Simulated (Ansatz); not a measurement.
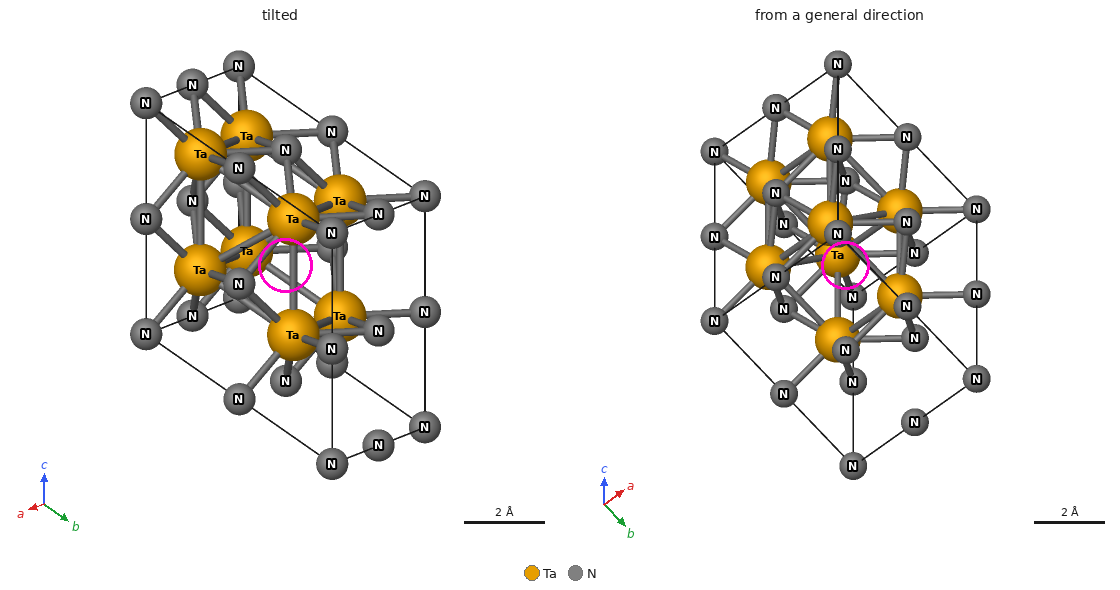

Drawn in the ball-and-stick manner and seen slightly off an axis and from a general direction. One supercell is framed, with atoms on its boundary repeated. The host is TaN, in a cell of 16 sites, and the cell is neutral. A ring marks the defect's site.

What defect is present?

Answer. A nitrogen vacancy. Around the empty site lie six Ta at about 2.2 Å.

The atoms were relaxed in the host's cell with Ansatz 0.2.0, DFT PBE, scalar-relativistic, plane waves, PAW.
